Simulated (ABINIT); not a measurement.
# Geometry relaxation of W (part 1 of 3)

The run: geometry relaxation of W (1 atom in the cell). Method and program: Kohn-Sham DFT of a periodic cell, PBE, JTH PAW PBE v2.0 (ABINIT 10.8.3).

The structure derives from an entry of the Crystallography Open Database. The run did not end well.

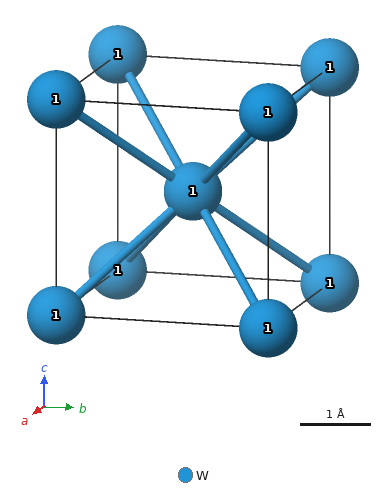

Fig. 1: The input geometry (ball-and-stick view of the cell 2 times as large as that of the calculation, set on its symmetry axes, seen slightly off an axis; atoms are numbered from 1 in the order of the input). An atom can appear more than once, as a periodic image.

The input
```
pp_dirpath "./"
pseudos "W.GGA_PBE-JTH.xml"

acell 5.1791760466 5.1791760466 5.1791760466
rprim
    -0.5773502692     0.5773502692     0.5773502692
     0.5773502692    -0.5773502692     0.5773502692
     0.5773502692     0.5773502692    -0.5773502692
ntypat 1
znucl 74
natom 1
typat 1
xcart
     0.0000000000     0.0000000000     0.0000000000 Angstrom
chkprim 0
chksymtnons 0
tolsym 1.0e-6

ecut 16.0
pawecutdg 32.0
pawxcdev 0
pawovlp -1

kptopt 1
ngkpt 12 12 12
nshiftk 1
shiftk 0.0 0.0 0.0

ixc 11

nband 11
occopt 3
tsmear 0.00183747

nstep 100
tolvrs 1.0e-9

iomode 3
prtwf 0
prtden 0
prteig 0
prtebands 0
enunit 1

ionmov 22
ntime 60
tolmxf 0.0002
optcell 2
dilatmx 1.08
ecutsm 0.5
strtarget 3*-1.019679e-03 3*0.0
```

Hardware: 1 thread of Arm Neoverse V1, 24 GiB of memory available, shared host.

Command:
```bash
abinit run.abi > log 2>&1
```

Output
```
.Version 10.8.3 of ABINIT
 Symmetries : space group Im -3 m (#229); Bravais cI (body-center cubic)
================================================================================
 Values of the parameters that define the memory need of the present run
     intxc =       0    ionmov =      22      iscf =      17    lmnmax =      18
     lnmax =       6     mgfft =      24  mpssoang =       3    mqgrid =    3001
     natom =       1  nloc_mem =       2    nspden =       1   nspinor =       1
    nsppol =       1      nsym =      48    n1xccc =       1    ntypat =       1
    occopt =       3   xclevel =       2
       mpw =         422          nfft =       13824          nkpt =          72
 PAW method is used; the additional fine FFT grid is defined by:
   mgfftf=        30    nfftf =     27000
================================================================================
================================================================================

--------------------------------------------------------------------------------
------------- Echo of variables that govern the present computation ------------
--------------------------------------------------------------------------------
 -outvars: echo values of preprocessed input variables --------
            acell      5.1791760466E+00  5.1791760466E+00  5.1791760466E+00 Bohr
              amu      1.83850000E+02
          chkprim           0
      chksymtnons           0
          dilatmx      1.08000000E+00
             ecut      1.60000000E+01 Hartree
           ecutsm      5.00000000E-01 Hartree
           enunit           1
           ionmov          22
                       outvar_i_n : Printing only first  50 k-points.
              ixc          11
                       outvar_i_n : Printing only first  50 k-points.
         kptrlatt       12    0    0      0   12    0      0    0   12
          kptrlen      6.21501126E+01
            natom           1
            nband          11
            ngfft          24      24      24
          ngfftdg          30      30      30
             nkpt          72
            nstep         100
             nsym          48
            ntime          60
           ntypat           1
                       prtocc : prtvol=0, do not print more k-points.
           occopt           3
          optcell           2
        pawecutdg      3.20000000E+01 Hartree
          pawovlp     -1.0000000000E+00
         pawxcdev           0
           prtden           0
        prtebands           0
           prteig           0
            prtwf           0
            rprim     -5.7735026920E-01  5.7735026920E-01  5.7735026920E-01
                       5.7735026920E-01 -5.7735026920E-01  5.7735026920E-01
                       5.7735026920E-01  5.7735026920E-01 -5.7735026920E-01
          spgroup         229
        strtarget     -1.01967900E-03 -1.01967900E-03 -1.01967900E-03
                       0.00000000E+00  0.00000000E+00  0.00000000E+00
           tolmxf      2.00000000E-04
           tolsym      1.00000000E-06
           tolvrs      1.00000000E-09
           tsmear      1.83747000E-03 Hartree
            typat      1
           useylm           1
                       outvars : Printing only first  50 k-points.
            znucl       74.00000

================================================================================

 chkinp: Checking input parameters for consistency.

================================================================================
== DATASET  1 ==================================================================

--- !DatasetInfo
iteration_state: {dtset: 1, }
dimensions: {natom: 1, nkpt: 72, mband: 11, nsppol: 1, nspinor: 1, nspden: 1, mpw: 422, }
cutoff_energies: {ecut:  16.0, pawecutdg:  32.0, }
electrons: {nelect:   1.40000000E+01, charge:   0.00000000E+00, occopt:   3.00000000E+00, tsmear:   1.83747000E-03, }
meta: {optdriver: 0, ionmov: 22, optcell: 2, iscf: 17, paral_kgb: 0, }
...

 Exchange-correlation functional for the present dataset will be:
  GGA: Perdew-Burke-Ernzerhof functional - ixc=11
  J.P.Perdew, K.Burke, M.Ernzerhof, PRL 77, 3865 (1996)

 Real(R)+Recip(G) space primitive vectors, cartesian coordinates (Bohr,Bohr^-1):
 R(1)= -2.9901987  2.9901987  2.9901987  G(1)=  0.0000000  0.1672130  0.1672130
 R(2)=  2.9901987 -2.9901987  2.9901987  G(2)=  0.1672130  0.0000000  0.1672130
 R(3)=  2.9901987  2.9901987 -2.9901987  G(3)=  0.1672130  0.1672130  0.0000000
 Unit cell volume ucvol=  1.0694491E+02 bohr^3
 Angles (23,13,12)=  1.09471221E+02  1.09471221E+02  1.09471221E+02 degrees

 Coarse grid specifications (used for wave-functions):

 getcut: wavevector=  0.0000  0.0000  0.0000  ngfft=  24  24  24
         ecut(hartree)=     18.662   => boxcut(ratio)=   2.38288

 getcut : COMMENT -
  Note that boxcut > 2.2 ; recall that boxcut=Gcut(box)/Gcut(sphere) = 2
  is sufficient for exact treatment of convolution.
  Such a large boxcut is a waste : you could raise ecut
  e.g. ecut=   26.491765 Hartrees makes boxcut=2

 Fine grid specifications (used for densities):

 getcut: wavevector=  0.0000  0.0000  0.0000  ngfft=  30  30  30
         ecut(hartree)=     37.325   => boxcut(ratio)=   2.10619

--- Pseudopotential description ------------------------------------------------
- pspini: atom type   1  psp file is ./W.GGA_PBE-JTH.xml
 Pseudopotential format is: paw10
 basis_size (lnmax)=  6 (lmn_size= 18), orbitals=   0   0   1   1   2   2
 Spheres core radius: rc_sph= 2.41188978
 Shapefunction is BESSEL type: shapef(r,l)=aa(1,l)*jl(q(1,l)*r)+aa(2,l)*jl(q(2,l)*r)
 Radius for shape functions =  2.10354610
 Compensation charge density is not taken into account in XC energy/potential

   6.59015510E+02                                ecore*ucvol(ha*bohr**3)
--------------------------------------------------------------------------------

================================================================================

=== [ionmov=22] Limited-memory Broyden-Fletcher-Goldfarb-Shanno method
================================================================================

--- Iteration: ( 1/60) Internal Cycle: (1/1)
--------------------------------------------------------------------------------

---SELF-CONSISTENT-FIELD CONVERGENCE--------------------------------------------

--- !BeginCycle
iteration_state: {dtset: 1, itime: 1, icycle: 1, }
solver: {iscf: 17, nstep: 100, nline: 4, wfoptalg: 10, }
tolerances: {tolvrs: 1.00E-09, }
...

     iter   Etot(hartree)      deltaE(h)  residm     nres2
 ETOT  1  -67.394820949118    -6.739E+01 1.381E+01 5.063E+00
 ETOT  2  -69.057302506423    -1.662E+00 9.324E-02 6.041E+00
 ETOT  3  -69.039700776376     1.760E-02 5.032E-02 1.893E+00
 ETOT  4  -69.031655038711     8.046E-03 3.241E-02 3.448E-02
 ETOT  5  -69.032589784215    -9.347E-04 4.153E-03 1.106E-01
 ETOT  6  -69.032213639818     3.761E-04 1.170E-03 6.165E-04
 ETOT  7  -69.032231323210    -1.768E-05 2.931E-04 1.660E-04
 ETOT  8  -69.032231792877    -4.697E-07 1.848E-04 1.549E-04
 ETOT  9  -69.032231403485     3.894E-07 3.707E-04 3.067E-05
 ETOT 10  -69.032231410122    -6.637E-09 4.906E-05 6.841E-06
 ETOT 11  -69.032231415878    -5.756E-09 5.911E-05 5.689E-06
 ETOT 12  -69.032231417253    -1.375E-09 1.052E-05 6.023E-06
 ETOT 13  -69.032231383636     3.362E-08 6.093E-06 5.332E-07
 ETOT 14  -69.032231385403    -1.767E-09 2.370E-06 1.089E-07
 ETOT 15  -69.032231385296     1.075E-10 3.075E-06 6.843E-08
 ETOT 16  -69.032231385195     1.004E-10 2.044E-06 4.422E-08
 ETOT 17  -69.032231385122     7.371E-11 2.459E-06 2.933E-08
 ETOT 18  -69.032231385031     9.059E-11 1.820E-06 1.275E-08
 ETOT 19  -69.032231384957     7.400E-11 1.859E-06 7.812E-11

 At SCF step   19       nres2   =  7.81E-11 < tolvrs=  1.00E-09 =>converged.

 Cartesian components of stress tensor (hartree/bohr^3)
  sigma(1 1)= -2.15500304E-04  sigma(3 2)=  0.00000000E+00
  sigma(2 2)= -2.15500304E-04  sigma(3 1)=  0.00000000E+00
  sigma(3 3)= -2.15500304E-04  sigma(2 1)=  0.00000000E+00

--- !ResultsGS
iteration_state: {dtset: 1, itime: 1, icycle: 1, }
comment   : Summary of ground state results
lattice_vectors:
- [ -2.9901987,   2.9901987,   2.9901987, ]
- [  2.9901987,  -2.9901987,   2.9901987, ]
- [  2.9901987,   2.9901987,  -2.9901987, ]
lattice_lengths: [   5.17918,    5.17918,    5.17918, ]
lattice_angles: [109.471, 109.471, 109.471, ] # degrees, (23, 13, 12)
lattice_volume:   1.0694491E+02
convergence: {deltae:  7.400E-11, res2:  7.812E-11, residm:  1.859E-06, diffor: null, }
etotal    :  -6.90322314E+01
entropy   :   0.00000000E+00
fermie    :   3.57412009E-01
cartesian_stress_tensor: # hartree/bohr^3
- [ -2.15500304E-04,   0.00000000E+00,   0.00000000E+00, ]
- [  0.00000000E+00,  -2.15500304E-04,   0.00000000E+00, ]
- [  0.00000000E+00,   0.00000000E+00,  -2.15500304E-04, ]
pressure_GPa:   6.3402E+00
xred      :
- [  0.0000E+00,   0.0000E+00,   0.0000E+00,  W]
cartesian_forces: # hartree/bohr
- [ -0.00000000E+00,  -0.00000000E+00,  -0.00000000E+00, ]
force_length_stats: {min:   0.00000000E+00, max:   0.00000000E+00, mean:   0.00000000E+00, }
...

 Integrated electronic density in atomic spheres:
 ------------------------------------------------
 Atom  Sphere_radius  Integrated_density
    1        2.41189         11.75061623

---OUTPUT-----------------------------------------------------------------------

 Cartesian coordinates (xcart) [bohr]
  0.00000000000000E+00  0.00000000000000E+00  0.00000000000000E+00
 Reduced coordinates (xred)
  0.00000000000000E+00  0.00000000000000E+00  0.00000000000000E+00
 Cartesian forces (fcart) [Ha/bohr]; max,rms= 0.00000E+00 0.00000E+00 (free atoms)
 -0.00000000000000E+00 -0.00000000000000E+00 -0.00000000000000E+00
 Gradient of E wrt nuclear positions in reduced coordinates (gred)
 -0.00000000000000E+00 -0.00000000000000E+00 -0.00000000000000E+00
 Scale of Primitive Cell (acell) [bohr]
  5.17917604660000E+00  5.17917604660000E+00  5.17917604660000E+00
 Real space primitive translations (rprimd) [bohr]
 -2.99019868473870E+00  2.99019868473870E+00  2.99019868473870E+00
  2.99019868473870E+00 -2.99019868473870E+00  2.99019868473870E+00
  2.99019868473870E+00  2.99019868473870E+00 -2.99019868473870E+00
 Unitary Cell Volume (ucvol) [Bohr^3]=  1.06944912553606E+02
 Angles (23,13,12)= [degrees]
  1.09471220634491E+02  1.09471220634491E+02  1.09471220634491E+02
 Lengths [Bohr]
  5.17917604669306E+00  5.17917604669306E+00  5.17917604669306E+00
 Stress tensor in cartesian coordinates (strten) [Ha/bohr^3]
 -2.15500304054130E-04  0.00000000000000E+00  0.00000000000000E+00
  0.00000000000000E+00 -2.15500304054109E-04  0.00000000000000E+00
  0.00000000000000E+00  0.00000000000000E+00 -2.15500304054130E-04
 Total energy (etotal) [Ha]= -6.90322313849571E+01

--- Iteration: ( 2/60) Internal Cycle: (1/1)
--------------------------------------------------------------------------------

---SELF-CONSISTENT-FIELD CONVERGENCE--------------------------------------------

--- !BeginCycle
iteration_state: {dtset: 1, itime: 2, icycle: 1, }
solver: {iscf: 17, nstep: 100, nline: 4, wfoptalg: 10, }
tolerances: {tolvrs: 1.00E-09, }
...

     iter   Etot(hartree)      deltaE(h)  residm     nres2
 ETOT  1  -69.043287005911    -6.904E+01 4.741E+00 8.014E+00
 ETOT  2  -69.026141601016     1.715E-02 6.081E-03 1.047E-01
 ETOT  3  -69.027136836561    -9.952E-04 4.083E-03 1.992E-02
 ETOT  4  -69.027269388873    -1.326E-04 1.311E-04 9.448E-05
 ETOT  5  -69.027269152212     2.367E-07 3.598E-05 1.976E-06
 ETOT  6  -69.027269206261    -5.405E-08 1.346E-04 3.532E-07
 ETOT  7  -69.027269206651    -3.905E-10 4.952E-06 3.674E-08
 ETOT  8  -69.027269206559     9.247E-11 3.575E-06 1.836E-10

 At SCF step    8       nres2   =  1.84E-10 < tolvrs=  1.00E-09 =>converged.

 Cartesian components of stress tensor (hartree/bohr^3)
  sigma(1 1)= -1.14697297E-03  sigma(3 2)=  0.00000000E+00
  sigma(2 2)= -1.14697297E-03  sigma(3 1)=  0.00000000E+00
  sigma(3 3)= -1.14697297E-03  sigma(2 1)=  0.00000000E+00

--- !ResultsGS
iteration_state: {dtset: 1, itime: 2, icycle: 1, }
comment   : Summary of ground state results
lattice_vectors:
- [ -2.9180591,   2.9180591,   2.9180591, ]
- [  2.9180591,  -2.9180591,   2.9180591, ]
- [  2.9180591,   2.9180591,  -2.9180591, ]
lattice_lengths: [   5.05423,    5.05423,    5.05423, ]
lattice_angles: [109.471, 109.471, 109.471, ] # degrees, (23, 13, 12)
lattice_volume:   9.9389893E+01
convergence: {deltae:  9.247E-11, res2:  1.836E-10, residm:  3.575E-06, diffor: null, }
etotal    :  -6.90272692E+01
entropy   :   0.00000000E+00
fermie    :   3.95956232E-01
cartesian_stress_tensor: # hartree/bohr^3
- [ -1.14697297E-03,   0.00000000E+00,   0.00000000E+00, ]
- [  0.00000000E+00,  -1.14697297E-03,   0.00000000E+00, ]
- [  0.00000000E+00,   0.00000000E+00,  -1.14697297E-03, ]
pressure_GPa:   3.3745E+01
xred      :
- [  0.0000E+00,   0.0000E+00,   0.0000E+00,  W]
cartesian_forces: # hartree/bohr
- [ -0.00000000E+00,  -0.00000000E+00,  -0.00000000E+00, ]
force_length_stats: {min:   0.00000000E+00, max:   0.00000000E+00, mean:   0.00000000E+00, }
...

 Integrated electronic density in atomic spheres:
 ------------------------------------------------
 Atom  Sphere_radius  Integrated_density
    1        2.41189         11.94510137

---OUTPUT-----------------------------------------------------------------------

 Cartesian coordinates (xcart) [bohr]
  0.00000000000000E+00  0.00000000000000E+00  0.00000000000000E+00
 Reduced coordinates (xred)
  0.00000000000000E+00  0.00000000000000E+00  0.00000000000000E+00
 Cartesian forces (fcart) [Ha/bohr]; max,rms= 0.00000E+00 0.00000E+00 (free atoms)
 -0.00000000000000E+00 -0.00000000000000E+00 -0.00000000000000E+00
 Gradient of E wrt nuclear positions in reduced coordinates (gred)
 -0.00000000000000E+00 -0.00000000000000E+00 -0.00000000000000E+00
 Scale of Primitive Cell (acell) [bohr]
  5.05422655551395E+00  5.05422655551395E+00  5.05422655551395E+00
 Real space primitive translations (rprimd) [bohr]
 -2.91805906237133E+00  2.91805906237133E+00  2.91805906237133E+00
  2.91805906237133E+00 -2.91805906237133E+00  2.91805906237133E+00
  2.91805906237133E+00  2.91805906237133E+00 -2.91805906237133E+00
 Unitary Cell Volume (ucvol) [Bohr^3]=  9.93898934476375E+01
 Angles (23,13,12)= [degrees]
  1.09471220634491E+02  1.09471220634491E+02  1.09471220634491E+02
 Lengths [Bohr]
  5.05422655551395E+00  5.05422655551395E+00  5.05422655551395E+00
 Stress tensor in cartesian coordinates (strten) [Ha/bohr^3]
 -1.14697297306326E-03  0.00000000000000E+00  0.00000000000000E+00
  0.00000000000000E+00 -1.14697297306324E-03  0.00000000000000E+00
  0.00000000000000E+00  0.00000000000000E+00 -1.14697297306322E-03
 Total energy (etotal) [Ha]= -6.90272692065585E+01

 Difference of energy with previous step (new-old):
           Absolute (Ha)= 4.96218E-03
           Relative     = 7.18846E-05

--- Iteration: ( 3/60) Internal Cycle: (1/1)
--------------------------------------------------------------------------------

---SELF-CONSISTENT-FIELD CONVERGENCE--------------------------------------------

--- !BeginCycle
iteration_state: {dtset: 1, itime: 3, icycle: 1, }
solver: {iscf: 17, nstep: 100, nline: 4, wfoptalg: 10, }
tolerances: {tolvrs: 1.00E-09, }
...

     iter   Etot(hartree)      deltaE(h)  residm     nres2
 ETOT  1  -69.046936053869    -6.905E+01 3.051E-02 6.153E+00
 ETOT  2  -69.031145486418     1.579E-02 1.222E-03 9.027E-02
 ETOT  3  -69.031881423941    -7.359E-04 1.131E-04 1.615E-02
 ETOT  4  -69.031996527502    -1.151E-04 2.079E-05 1.287E-04
 ETOT  5  -69.031996037580     4.899E-07 3.265E-06 2.099E-06
 ETOT  6  -69.031996091116    -5.354E-08 3.757E-06 1.663E-07
 ETOT  7  -69.031996090813     3.028E-10 1.032E-04 6.369E-09
 ETOT  8  -69.031996090745     6.776E-11 1.877E-04 1.846E-10

 At SCF step    8       nres2   =  1.85E-10 < tolvrs=  1.00E-09 =>converged.

 Cartesian components of stress tensor (hartree/bohr^3)
  sigma(1 1)= -3.10461153E-04  sigma(3 2)=  0.00000000E+00
  sigma(2 2)= -3.10461153E-04  sigma(3 1)=  0.00000000E+00
  sigma(3 3)= -3.10461153E-04  sigma(2 1)=  0.00000000E+00
```
